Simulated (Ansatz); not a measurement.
**Geometry relaxation, with input and output: C (part 2 of 2)**

C (Ccce, 6 atoms in the cell); DFT PBE, scalar-relativistic, plane waves, PAW, no spin polarisation (Ansatz 0.2.0); cutoff 420 eV, 12×12×6 k-mesh, Gaussian smearing of 0.02 eV. The structure was made by a generator, so it may or may not be a known phase.

Geometry of the input (Å; fractional positions):
```
1.2891  -2.2756  0.0000
1.2891  2.2756  0.0000
0.0000  0.0000  5.6606
C  -0.0000  0.5000  0.3329
C  0.5000  -0.0000  0.6671
C  0.5000  -0.0000  0.1671
C  -0.0000  0.5000  0.8329
C  0.0000  0.0000  0.5000
C  0.5000  0.5000  0.0000
```

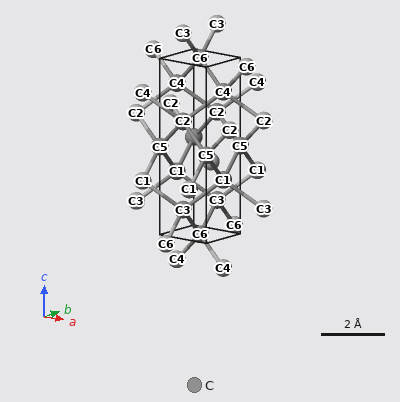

The geometry at step 2 of the log (ball-and-stick view of the cell of the calculation, seen at an oblique angle; neighbours outside the cell are drawn fainter; atoms are numbered from 1 in the order of the input).

What the program printed, continued:
```
SCF iter   1: F=—  HF=-1497.110609 eV  |F-HF|=—  |Δ(HF+E_count)|=         —  Δρ=5.56e-5  dr2=7.60e-7  ethr=3.49e-9  ⟨swp⟩=2.5  Hψ=19225  notcnv=0
preconditioner: auto → none  [insulator: Δε(μ)=0.846 eV  Ē_g=15.090 eV  σ=0.020 eV  W_gap=1.00  n_scr=4 (ndim 8)  ℏωp=31.6 eV  f_vac=0.000  D(μ)=0.00/eV (n_scr^D=0)  ε∞_Penn≈5.4]
SCF iter   2: F=—  HF=-1497.110594 eV  |F-HF|=—  |Δ(HF+E_count)|=   1.52e-5  Δρ=2.29e-5  dr2=1.22e-7  ethr=3.17e-9  ⟨swp⟩=2.0  Hψ=4751  notcnv=0
iter 3 did not close the SCF: its close was put off for the readings that it lacked (scf_convergence_deferred on its scf_iter line)
SCF iter   3: F=-1497.110594 eV  HF=-1497.110594 eV  |F-HF|=2.97e-10  |Δ(HF+E_count)|=   2.70e-8  Δρ=1.78e-6  dr2=3.42e-10  ethr=5.08e-10  ⟨swp⟩=2.3  Hψ=5185  notcnv=0
iter 4 did not close the SCF: its close was put off for the readings that it lacked (scf_convergence_deferred on its scf_iter line)
SCF iter   4: F=-1497.110594 eV  HF=-1497.110594 eV  |F-HF|=8.64e-12  |Δ(HF+E_count)|=  2.99e-10  Δρ=2.89e-7  dr2=1.02e-11  ethr=1.43e-12  ⟨swp⟩=2.8  Hψ=5287  notcnv=0
iter 5 did not close the SCF: its close was put off for the readings that it lacked (scf_convergence_deferred on its scf_iter line)
SCF iter   5: F=-1497.110594 eV  HF=-1497.110594 eV  |F-HF|=2.27e-13  |Δ(HF+E_count)|=  9.78e-12  Δρ=3.36e-8  dr2=1.35e-13  ethr=1.00e-12  ⟨swp⟩=1.0  Hψ=3096  notcnv=0
iter 6 did not close the SCF: its close was put off for the readings that it lacked (scf_convergence_deferred on its scf_iter line)
SCF iter   6: F=-1497.110594 eV  HF=-1497.110594 eV  |F-HF|=4.55e-13  |Δ(HF+E_count)|=  2.27e-13  Δρ=7.56e-9  dr2=9.01e-15  ethr=1.00e-12  ⟨swp⟩=1.0  Hψ=3096  notcnv=0
SCF iter   7: F=-1497.110594 eV  HF=-1497.110594 eV  |F-HF|=2.27e-13  |Δ(HF+E_count)|=  2.27e-13  Δρ=1.54e-9  dr2=3.39e-16  ethr=1.00e-12  ⟨swp⟩=2.9  Hψ=9361  notcnv=0
SCF 3 converged in 7 iterations: F = -1497.110594 eV  dr2 = 3.39e-16
relax step   3: F+E_penalty+E_count = -1497.11059399 eV  Δ(F+E_penalty+E_count) = +4.906e-5 eV  max|allowed force component| = 6.066e-4 eV/Å  Δτ_max = 0.0000 Å  P = -0.002 GPa  Ω = 33.232 Å³  energy of the carried Pulay correction = -1.366e-4 eV  (7 SCF iters, accepted)
Initial wavefunctions: pseudopotential atomic-orbital guess (no wavefunctions were taken with the density)
iter 1 solved again at ethr=1.23e-8 eV; its pass at ethr=3.10e-3 eV (dr2=2.95e-6 eV) is discarded
SCF iter   1: F=—  HF=-1497.110717 eV  |F-HF|=—  |Δ(HF+E_count)|=         —  Δρ=4.54e-6  dr2=9.28e-10  ethr=1.23e-8  ⟨swp⟩=3.7  Hψ=25209  notcnv=0
SCF iter   2: F=—  HF=-1497.110701 eV  |F-HF|=—  |Δ(HF+E_count)|=   1.57e-5  Δρ=2.24e-6  dr2=2.26e-10  ethr=3.87e-12  ⟨swp⟩=3.0  Hψ=5778  notcnv=0
iter 3 did not close the SCF: its close was put off for the readings that it lacked (scf_convergence_deferred on its scf_iter line)
SCF iter   3: F=-1497.110701 eV  HF=-1497.110701 eV  |F-HF|=5.00e-12  |Δ(HF+E_count)|=  4.17e-10  Δρ=2.95e-7  dr2=9.90e-12  ethr=1.00e-12  ⟨swp⟩=2.0  Hψ=5117  notcnv=0
iter 4 did not close the SCF: its close was put off for the readings that it lacked (scf_convergence_deferred on its scf_iter line)
SCF iter   4: F=-1497.110701 eV  HF=-1497.110701 eV  |F-HF|=9.09e-13  |Δ(HF+E_count)|=  4.55e-12  Δρ=1.19e-7  dr2=1.46e-12  ethr=1.00e-12  ⟨swp⟩=1.0  Hψ=3096  notcnv=0
iter 5 did not close the SCF: its close was put off for the readings that it lacked (scf_convergence_deferred on its scf_iter line)
SCF iter   5: F=-1497.110701 eV  HF=-1497.110701 eV  |F-HF|=0.00e0  |Δ(HF+E_count)|=  1.36e-12  Δρ=1.89e-8  dr2=3.22e-14  ethr=1.00e-12  ⟨swp⟩=1.0  Hψ=3096  notcnv=0
iter 6 did not close the SCF: its close was put off for the readings that it lacked (scf_convergence_deferred on its scf_iter line)
SCF iter   6: F=-1497.110701 eV  HF=-1497.110701 eV  |F-HF|=4.55e-13  |Δ(HF+E_count)|=  4.55e-13  Δρ=5.30e-9  dr2=2.97e-15  ethr=1.00e-12  ⟨swp⟩=1.0  Hψ=3096  notcnv=0
SCF iter   7: F=-1497.110701 eV  HF=-1497.110701 eV  |F-HF|=4.55e-13  |Δ(HF+E_count)|=  4.55e-13  Δρ=2.18e-9  dr2=3.87e-16  ethr=1.00e-12  ⟨swp⟩=2.0  Hψ=8506  notcnv=0
SCF 4 converged in 7 iterations: F = -1497.110701 eV  dr2 = 3.87e-16
relax step   4: F+E_penalty+E_count = -1497.11070113 eV  Δ(F+E_penalty+E_count) = -1.071e-4 eV  max|allowed force component| = 6.062e-4 eV/Å  Δτ_max = 0.0000 Å  P = +0.004 GPa  Ω = 33.232 Å³  stress off target by 6.04e-3 GPa  SCF on the basis re-selected at this cell (its energy is not comparable with the rows above)  (7 SCF iters)
basis re-selected at this cell: Δ(F+E_penalty+E_count) = -1.071e-4 eV, ΔP = +0.007 GPa vs the last step (what re-selecting the basis moved, of the pressure what is left beyond the Pulay correction that the steps carried, after the strain that the cell walked since its last selection, with what the two solves' SCF thresholds leave and, on support functions, any second-order correction that the steps lacked; it is no measure of the basis error at this ecutwfc). This SCF's stress stands 6.04e-3 GPa from its target on what of the cell is left free (relax.cell.stress_tol is 5.00e-2 GPa) and its largest allowed force component is 6.06e-4 eV/Å (relax.f_tol is 1.00e-2 eV/Å): within both
SCF converged after 7 iterations
Free energy (F): -1497.110701 eV
Harris-Foulkes:  -1497.110701 eV  (|F-HF|=4.55e-13)
Internal energy: -1497.110701 eV  (E = F + TS)
E sigma→0 (E₀):  -1497.110701 eV
Fermi energy:    14.935957 eV
--- Per-component energies (eV) ---
  E_band       = 126.708088
  E_kinetic    = 541.900402
  E_local      = -288.167702  (includes V_loc(G=0)·N_el)
  E_nonlocal   = 159.620542
  E_hartree    = 55.180086
  E_xc         = -289.693184
  E_vxc        = -359.647430  (∫ρ·V_xc dr)
  E_paw        = -593.261102  (= ΣΔE_a)
  E_vpaw       = -37.357946  (= ΣTr[D̂ρ^β])
  E_aug_tail   = 0.000051  (compensation charges beyond the density's cutoff)
  E_ewald      = -1082.689794
  E_smearing   = -0.000000  (= −TS)
  E_closure    = -0.000000  (closes the sum)
  Σ components = -1497.110701   (vs F -1497.110701, Δ=0.00e0)
--- Forces (eV/Å), atoms counted from 1 ---
  atom   1  C      0.00000000     0.00000000     0.00060616
  atom   2  C      0.00000000     0.00000000    -0.00060616
  atom   3  C      0.00000000     0.00000000    -0.00060616
  atom   4  C      0.00000000     0.00000000     0.00060616
  atom   5  C      0.00000000     0.00000000     0.00000000
  atom   6  C      0.00000000     0.00000000    -0.00000000
  max |Σ_I F_I| component: 3.47e-18 eV/Å
--- Stress (GPa, compression-positive) ---
        0.002563       0.000000       0.000000
        0.000000       0.006044       0.000000
        0.000000       0.000000       0.004280
  P = ⅓ Tr σ = 0.0043 GPa (0.043 kbar)
--- Band table (eV; the first three rows and the last of 172) ---
  k-point 0: bands = ["-7.8255", "-4.1069", "-4.0613", "6.2423", "6.2838", "8.6835", "9.7373", "11.6359", "12.6715", "13.0537", "14.4672", "14.5128", "18.3692", "19.1838", "21.3295", "21.5228", "21.6980", "22.4941"]
  k-point 1: bands = ["-7.7205", "-5.2186", "-2.7554", "4.2332", "8.2992", "8.7446", "9.6571", "11.6882", "12.5893", "13.1125", "14.2083", "14.3048", "18.6045", "19.4836", "21.3323", "21.4311", "21.8417", "22.4120"]
  k-point 2: bands = ["-7.4060", "-6.1529", "-1.2424", "2.2774", "8.9173", "9.4431", "10.2409", "11.8474", "12.3725", "13.2884", "13.3276", "13.9453", "19.2293", "20.0786", "21.3318", "21.3537", "22.0296", "22.2469"]
  k-point 171: bands = ["-2.1465", "-2.1465", "-0.1343", "-0.1343", "4.6366", "4.6366", "6.1059", "6.1059", "10.4850", "10.4850", "10.7863", "10.7863", "17.8921", "17.8921", "19.1112", "19.1112", "22.1566", "22.1566"]
--- Relaxed structure (3 steps of the walk, 3 accepted, 1 SCFs on fresh bases) ---
  F+E_penalty+E_count = -1497.11070113 eV   max|allowed force component| = 6.062e-4 eV/Å   (the final SCF, on the basis selected at the relaxed cell)
  cell:  # Å, volume = 33.2317 Å³
    - [1.2894137712994183, -2.2761495768862297, 0.0]
    - [1.2894137712994183, 2.2761495768862297, 0.0]
    - [0.0, 0.0, 5.661473936400078]
  atoms:
    - { symbol: C, position: [0.0, 0.5, 0.3329360588941475] }
    - { symbol: C, position: [0.5, 0.0, 0.6670639411058524] }
    - { symbol: C, position: [0.5, 0.0, 0.16706394110585246] }
    - { symbol: C, position: [0.0, 0.5, 0.8329360588941475] }
    - { symbol: C, position: [0.0, 0.0, 0.5] }
    - { symbol: C, position: [0.5, 0.5, 0.0] }
```

Trajectory as extended XYZ (Å, eV, eV/Å), 4 frames, from step=1 to step=4:
```
6
Lattice="1.2891 -2.2756 0.0000 1.2891 2.2756 0.0000 0.0000 0.0000 5.6606" Properties=species:S:1:pos:R:3:forces:R:3 step=1 energy=-1497.11071 pressure_GPa=0.26
C     0.6446    1.1378    1.8845    0.0000   0.0000   0.0052
C     0.6446   -1.1378    3.7761    0.0000   0.0000  -0.0052
C     0.6446   -1.1378    0.9458    0.0000   0.0000  -0.0052
C     0.6446    1.1378    4.7149    0.0000   0.0000   0.0052
C     0.0000    0.0000    2.8303    0.0000   0.0000   0.0000
C     1.2891    0.0000    0.0000    0.0000   0.0000   0.0000
6
Lattice="1.2893 -2.2761 0.0000 1.2893 2.2761 0.0000 0.0000 0.0000 5.6606" Properties=species:S:1:pos:R:3:forces:R:3 step=2 energy=-1497.11064 pressure_GPa=0.10
C     0.6447    1.1381    1.8846    0.0000   0.0000   0.0005
C     0.6447   -1.1381    3.7760    0.0000   0.0000  -0.0005
C     0.6447   -1.1381    0.9457    0.0000   0.0000  -0.0005
C     0.6447    1.1381    4.7150    0.0000   0.0000   0.0005
C     0.0000    0.0000    2.8303    0.0000   0.0000   0.0000
C     1.2893    0.0000    0.0000    0.0000   0.0000   0.0000
6
Lattice="1.2894 -2.2761 0.0000 1.2894 2.2761 0.0000 0.0000 0.0000 5.6615" Properties=species:S:1:pos:R:3:forces:R:3 step=3 energy=-1497.11059 pressure_GPa=-0.00
C     0.6447    1.1381    1.8849    0.0000   0.0000   0.0006
C     0.6447   -1.1381    3.7766    0.0000   0.0000  -0.0006
C     0.6447   -1.1381    0.9458    0.0000   0.0000  -0.0006
C     0.6447    1.1381    4.7156    0.0000   0.0000   0.0006
C     0.0000    0.0000    2.8307    0.0000   0.0000   0.0000
C     1.2894    0.0000    0.0000    0.0000   0.0000   0.0000
6
Lattice="1.2894 -2.2761 0.0000 1.2894 2.2761 0.0000 0.0000 0.0000 5.6615" Properties=species:S:1:pos:R:3:forces:R:3 step=4 energy=-1497.11070 pressure_GPa=0.00
C     0.6447    1.1381    1.8849    0.0000   0.0000   0.0006
C     0.6447   -1.1381    3.7766    0.0000   0.0000  -0.0006
C     0.6447   -1.1381    0.9458    0.0000   0.0000  -0.0006
C     0.6447    1.1381    4.7156    0.0000   0.0000   0.0006
C     0.0000    0.0000    2.8307    0.0000   0.0000   0.0000
C     1.2894    0.0000    0.0000    0.0000   0.0000   0.0000
```

Key numbers:

| quantity | value |
| --- | --- |
| outcome | converged |
| space group (tolerance 0.01 Å) | Ccce (68) |
| electrons treated | 24 |
| free energy | −1497.1107 eV |
| Fermi energy | 14.936 eV |
| gap on the k-point mesh | 0.85 eV |
| pressure | 0.00 GPa |
| final volume | 33.23 Å³ |
| largest force (length of the vector) at the end | 0.001 eV/Å |
| final cell | a = 2.616 Å, b = 2.616 Å, c = 5.661 Å, α = 90.00°, β = 90.00°, γ = 120.94° |
| hardware | 1 thread of Arm Neoverse V2, 24 GiB of memory available, shared host |
| wall time | 24 s |
| peak memory | 0.35 GiB |
